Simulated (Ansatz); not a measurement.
# Geometry relaxation, with input and output: HfO2 (part 2 of 2)

HfO2 (P6/mmm, 6 atoms in the cell); DFT PBE, scalar-relativistic, plane waves, PAW, no spin polarisation (Ansatz 0.2.0); cutoff 420 eV, 12×12×14 k-mesh, Gaussian smearing of 0.1 eV. The structure was made by a generator, so it may or may not be a known phase.

Geometry of the input (Å; fractional positions):
```
5.5162  0.0000  0.0000
-2.7581  4.7771  0.0000
0.0000  0.0000  2.8616
Hf 0.3333  0.6667  0.5000
Hf 0.6667  0.3333  0.5000
O  0.5000  0.0000  0.0000
O  -0.0000  0.5000  0.0000
O  0.5000  0.5000  0.0000
O  0.0000  0.0000  0.0000
```

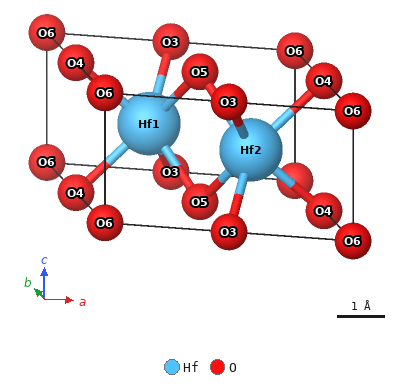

Fig. 1: The geometry at step 3 of the log (ball-and-stick view of the cell of the calculation, seen slightly off an axis; atoms are numbered from 1 in the order of the input).

Output, continued
```
--- Per-component energies (eV) ---
  E_band       = -173.061504
  E_kinetic    = 1537.813164
  E_local      = -13988.564754  (includes V_loc(G=0)·N_el)
  E_nonlocal   = -2294.246977
  E_hartree    = 6383.329570
  E_xc         = -891.978321
  E_vxc        = -904.962336  (∫ρ·V_xc dr)
  E_paw        = -14484.682027  (= ΣΔE_a)
  E_vpaw       = 2710.230812  (= ΣTr[D̂ρ^β])
  E_aug_tail   = 0.009541  (compensation charges beyond the density's cutoff)
  E_ewald      = -9977.127586
  E_smearing   = -0.020675  (= −TS)
  E_closure    = -0.000000  (closes the sum)
  Σ components = -33715.468066   (vs F -33715.468066, Δ=0.00e0)
--- Forces (eV/Å), atoms counted from 1 ---
  atom   1  Hf    -0.00000000     0.00000000     0.00000000
  atom   2  Hf     0.00000000    -0.00000000    -0.00000000
  atom   3  O     -0.00000000     0.00000000     0.00000000
  atom   4  O      0.00000000    -0.00000000    -0.00000000
  atom   5  O      0.00000000     0.00000000     0.00000000
  atom   6  O      0.00000000     0.00000000     0.00000000
  max |Σ_I F_I| component: 2.52e-29 eV/Å
--- Stress (GPa, compression-positive) ---
        0.018507       0.000000       0.000000
        0.000000       0.018507      -0.000000
        0.000000      -0.000000      -0.011540
  P = ⅓ Tr σ = 0.0085 GPa (0.085 kbar)
--- Band table (eV; the first three rows and the last of 152) ---
  k-point 0: bands = ["-49.0165", "-48.9842", "-18.1290", "-18.1290", "-17.6577", "-17.6577", "-17.1347", "-17.0300", "-6.5839", "-4.9580", "-4.9580", "-0.3502", "1.0685", "1.1062", "1.1151", "1.1189", "1.1216", "1.1216", "1.1308", "1.1308", "1.1780", "1.1780", "1.2115", "1.2115", "1.2421", "1.2851", "4.8636", "8.1856", "8.1856", "8.3552", "8.3552", "9.6052", "9.6052", "10.1053", "10.8918", "11.9347", "14.7694", "14.7694", "15.5185", "16.2293", "16.2293", "17.1890", "17.5338", "18.0567", "18.0567", "18.7215"]
  k-point 1: bands = ["-49.0125", "-48.9803", "-18.1141", "-18.1141", "-17.6492", "-17.6492", "-17.2156", "-17.0960", "-6.4862", "-4.9949", "-4.9949", "-0.3299", "1.0693", "1.1041", "1.1156", "1.1190", "1.1259", "1.1259", "1.1336", "1.1336", "1.1757", "1.1757", "1.2156", "1.2156", "1.2360", "1.2778", "5.0462", "8.1992", "8.1992", "8.2864", "8.2864", "9.4780", "9.4780", "9.7754", "10.9094", "12.2603", "14.7831", "14.7831", "15.3692", "16.3933", "16.3933", "17.2971", "17.8017", "18.2785", "18.2785", "18.5871"]
  k-point 2: bands = ["-49.0012", "-48.9692", "-18.0721", "-18.0721", "-17.6253", "-17.6253", "-17.4351", "-17.2773", "-6.2164", "-5.0987", "-5.0987", "-0.2720", "1.0716", "1.0972", "1.1168", "1.1192", "1.1367", "1.1367", "1.1419", "1.1419", "1.1711", "1.1711", "1.2211", "1.2261", "1.2261", "1.2592", "5.5591", "8.1155", "8.1155", "8.1613", "8.1613", "9.0468", "9.2403", "9.2403", "10.9589", "13.0373", "14.8254", "14.8254", "15.0169", "16.8362", "16.8362", "17.6181", "18.1551", "18.1551", "18.4807", "18.9162"]
  k-point 151: bands = ["-48.9195", "-48.9195", "-18.4084", "-18.4084", "-17.8394", "-17.6507", "-17.6507", "-17.4564", "-5.7348", "-5.2063", "-5.2063", "0.0260", "1.0796", "1.0796", "1.1023", "1.1023", "1.1335", "1.1633", "1.1633", "1.1910", "1.1910", "1.1991", "1.2369", "1.2450", "1.2450", "1.2528", "6.7942", "6.7942", "7.1983", "7.4503", "7.6935", "7.6935", "9.4407", "10.4527", "10.4527", "12.7537", "14.7944", "14.7944", "16.8748", "16.8748", "16.8952", "18.2563", "19.1247", "19.1247", "19.4192", "19.9239"]
--- Relaxed structure (3 steps of the walk, 2 accepted, 1 SCFs on fresh bases) ---
  F+E_penalty+E_count = -33715.46806575 eV   max|allowed force component| = 4.163e-17 eV/Å   (the final SCF, on the basis selected at the relaxed cell)
  cell:  # Å, volume = 75.5571 Å³
    - [5.530720840280683, -2.89436664829049e-11, 1.3707913033440602e-47]
    - [-2.7653604201152757, 4.789744748937561, -2.2684549263749373e-36]
    - [0.0, 0.0, 2.8522083168600467]
  atoms:
    - { symbol: Hf, position: [0.3333333333333333, 0.6666666666666666, 0.5] }
    - { symbol: Hf, position: [0.6666666666666667, 0.33333333333333326, 0.5] }
    - { symbol: O, position: [0.49999999999999994, 0.0, -1.75264370436973e-37] }
    - { symbol: O, position: [0.0, 0.49999999999999994, -7.4487357435713524e-37] }
    - { symbol: O, position: [0.5, 0.49999999999999994, -1.3144827782772983e-37] }
    - { symbol: O, position: [-2.6450137027515566e-37, -4.986951828632907e-37, 2.804229926991568e-36] }
```

Trajectory as extended XYZ (Å, eV, eV/Å), 4 frames, from step=1 to step=4
```
6
Lattice="5.5162 0.0000 0.0000 -2.7581 4.7771 0.0000 0.0000 0.0000 2.8616" Properties=species:S:1:pos:R:3:forces:R:3 step=1 energy=-33715.46627 pressure_GPa=0.04
Hf    0.0000    3.1848    1.4308    0.0000   0.0000   0.0000
Hf    2.7581    1.5924    1.4308    0.0000   0.0000   0.0000
O     2.7581    0.0000    0.0000    0.0000   0.0000   0.0000
O    -1.3790    2.3886    0.0000    0.0000   0.0000   0.0000
O     1.3790    2.3886    0.0000    0.0000   0.0000   0.0000
O     0.0000    0.0000    0.0000    0.0000   0.0000   0.0000
6
Lattice="5.5497 0.0000 0.0000 -2.7749 4.8062 0.0000 0.0000 0.0000 2.8395" Properties=species:S:1:pos:R:3:forces:R:3 step=2 energy=-33715.46318 pressure_GPa=-0.02 accepted=F
Hf    0.0000    3.2041    1.4198    0.0000   0.0000   0.0000
Hf    2.7749    1.6021    1.4198    0.0000   0.0000   0.0000
O     2.7749    0.0000    0.0000    0.0000   0.0000   0.0000
O    -1.3874    2.4031    0.0000    0.0000   0.0000   0.0000
O     1.3874    2.4031    0.0000    0.0000   0.0000   0.0000
O     0.0000    0.0000    0.0000    0.0000   0.0000   0.0000
6
Lattice="5.5307 0.0000 0.0000 -2.7654 4.7897 0.0000 0.0000 0.0000 2.8522" Properties=species:S:1:pos:R:3:forces:R:3 step=3 energy=-33715.46723 pressure_GPa=-0.01
Hf    0.0000    3.1932    1.4261    0.0000   0.0000   0.0000
Hf    2.7654    1.5966    1.4261    0.0000   0.0000   0.0000
O     2.7654    0.0000    0.0000    0.0000   0.0000   0.0000
O    -1.3827    2.3949    0.0000    0.0000   0.0000   0.0000
O     1.3827    2.3949    0.0000    0.0000   0.0000   0.0000
O     0.0000    0.0000    0.0000    0.0000   0.0000   0.0000
6
Lattice="5.5307 0.0000 0.0000 -2.7654 4.7897 0.0000 0.0000 0.0000 2.8522" Properties=species:S:1:pos:R:3:forces:R:3 step=4 energy=-33715.46807 pressure_GPa=0.01
Hf    0.0000    3.1932    1.4261    0.0000   0.0000   0.0000
Hf    2.7654    1.5966    1.4261    0.0000   0.0000   0.0000
O     2.7654    0.0000    0.0000    0.0000   0.0000   0.0000
O    -1.3827    2.3949    0.0000    0.0000   0.0000   0.0000
O     1.3827    2.3949    0.0000    0.0000   0.0000   0.0000
O     0.0000    0.0000    0.0000    0.0000   0.0000   0.0000
```

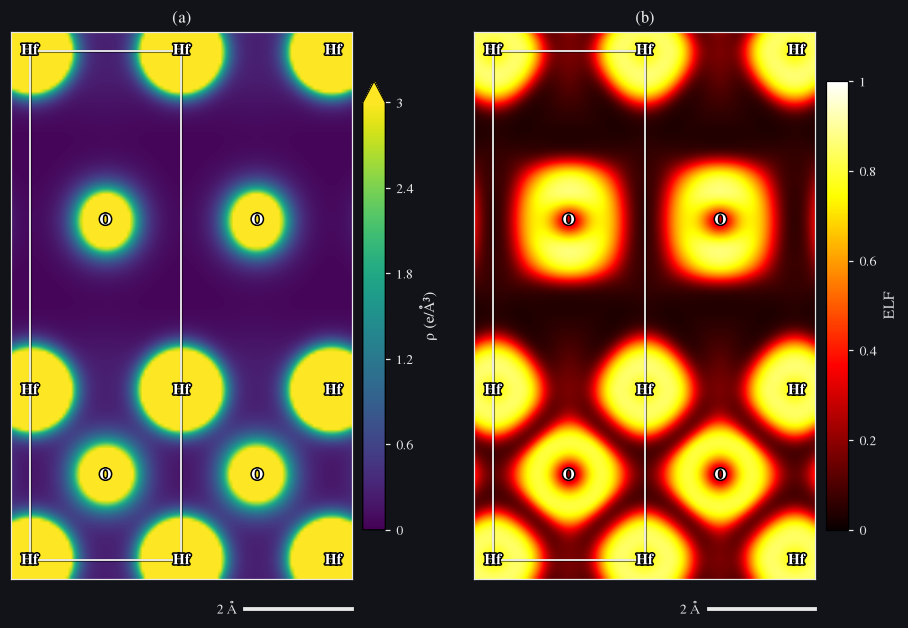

Fig. 2: (a) valence pseudo-density; (b) ELF on the (110) plane of the conventional cell. Hf–O (2.14 Å): the density is about 0.64 e/Å³ at the midpoint; the ELF peaks at about 0.80 in the valence shell of O, 0.6 Å from its nucleus, and drops to about 0.15 between the two atoms; a polar contact without a shared pair, in a metal. Hf–Hf (2.85 Å): ρ at the midpoint is about 0.27 e/Å³; the ELF is about 0.15 at the midpoint; no shared electron pair. Away from the nuclei the density in this plane falls to 0.04 e/Å³ at its lowest. The strong features right at Hf lie inside the PAW spheres (semicore, d or f shells) and say nothing about bonding. The fields are those of the smooth PAW valence density.

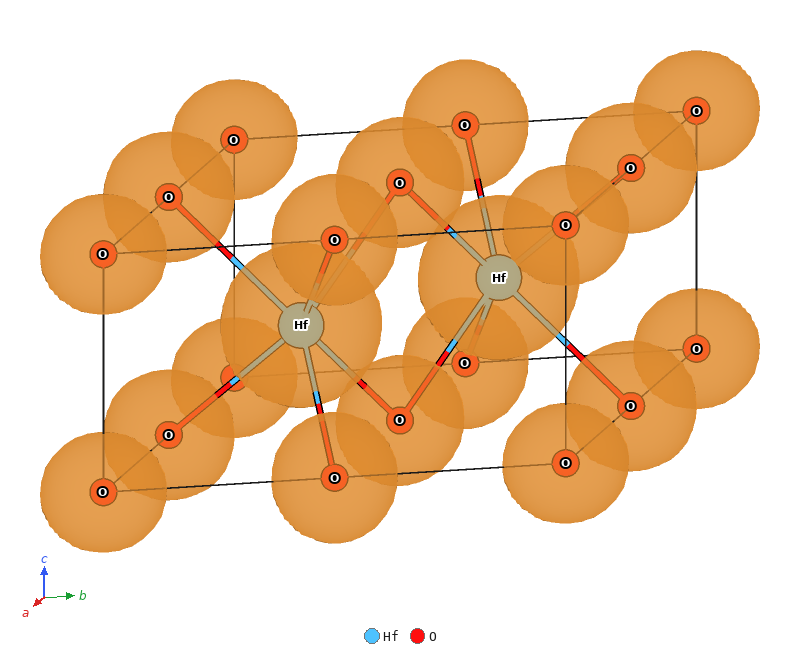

Fig. 3: Isosurface of the valence electron density at 1 e/Å³ (orange), seen slightly off an axis. Sticks mark near contacts. The outline is the cell set on symmetry axes. At this value the density breaks into separate islands; it holds about 80 % of the electrons treated as valence (semicore included). It is pinched off along the Hf–O (2.14 Å) and Hf–Hf (2.85 Å) contacts. On the grid the lowest density along these lines, outside the cores, is 0.6 e/Å³ (Hf–O, 2.14 Å) and 0.27 e/Å³ (Hf–Hf, 2.85 Å).

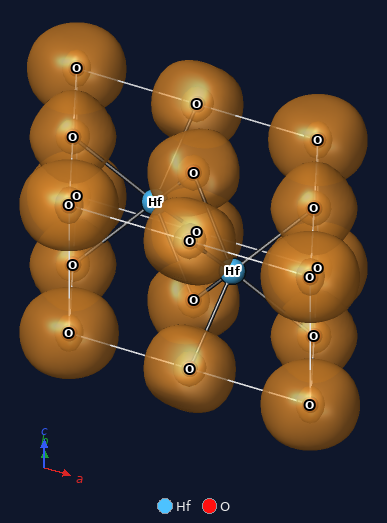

Fig. 4: Isosurface of the electron localisation function at 0.65 (orange), seen at an oblique angle. Core shells and regions of very low density are left out. Sticks mark near contacts. The outline is the cell set on symmetry axes. Along the contacts the grid gives the following. Hf–O (2.14 Å): the ELF peaks at about 0.80 in the valence shell of O, 0.6 Å from its nucleus, and drops to about 0.15 between the two atoms; no shared pair; the contact is polar. Hf–Hf (2.85 Å): the ELF is about 0.15 at the midpoint (no shared electron pair).

Results in brief

```csv
quantity,value
outcome,converged
space group (tolerance 0.01 Å),P6/mmm (191)
electrons treated,76
free energy,−33715.4681 eV
Fermi energy,15.047 eV
gap on the k-point mesh,none (metallic)
pressure,0.01 GPa
final volume,75.56 Å³
largest force (length of the vector) at the end,under 0.001 eV/Å
final cell,"a = 5.531 Å, b = 5.531 Å, c = 2.852 Å, α = 90.00°, β = 90.00°, γ = 120.00°"
wall time,5 min
peak memory,0.66 GiB
```

Notes

Spin–orbit coupling is left out, which matters for Hf.
